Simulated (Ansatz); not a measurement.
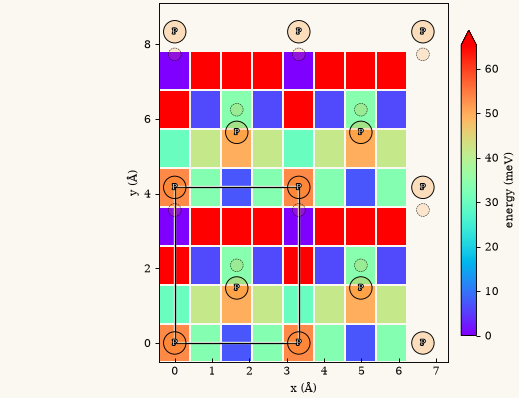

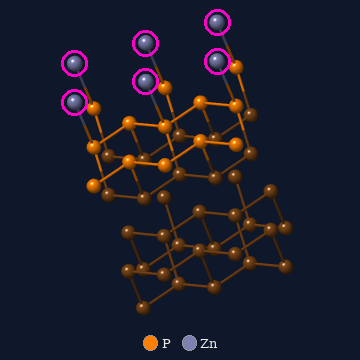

Energy landscape of Zn on a P(010) slab cut from the Cmce phase (8 atoms of substrate and one adsorbate in a 1 × 1 cell). One Zn atom a 1 × 1 cell is placed over a mesh of places on the rigid (0 1 0) surface, and only its height is relaxed. Places are given modulo a cell vector. The map is drawn in real space over the plane of the surface. The grid has 4 × 4 points. All energies are given in meV relative to the lowest grid point. With one adsorbate in each 1 × 1 cell, its nearest image is 3.3 Å away, so neighbouring adsorbates interact. The calculation used Ansatz, DFT PBE+D3(BJ), scalar-relativistic, plane waves, PAW.

In the figure: one coloured cell a grid point, labelled circles for the atoms of the top layer and small ones for the second layer, the outline of one cell of the 2 × 2 shown, one colour for all values above the top of the scale. The second picture is the structure at the lowest point; rings mark the moved atoms.

Question: Where are the lowest and the highest points?

Answer: The lowest grid point is at (0/4, 3/4) of the cell vectors [nearest 1 P at 2.99 Å]. The highest grid point, (1/4, 3/4) of the cell vectors [nearest 1 P at 2.78 Å], lies 108 meV above the lowest. At the lowest point the adsorbate has 1 P at 2.99 Å as nearest neighbours, at the highest 1 P at 2.78 Å. Its relaxed height above the top atom is 2.80 Å at the lowest and 2.44 Å at the highest point.

The values on the grid:

| place along a₂ ↓, place along a₁ → | 0/4 | 1/4 | 2/4 | 3/4 |
| --- | --- | --- | --- | --- |
| 3/4 | 0 | 108 | 76 | 108 |
| 2/4 | 91 | 6 | 34 | 6 |
| 1/4 | 30 | 42 | 50 | 42 |
| 0/4 | 53 | 33 | 7 | 33 |
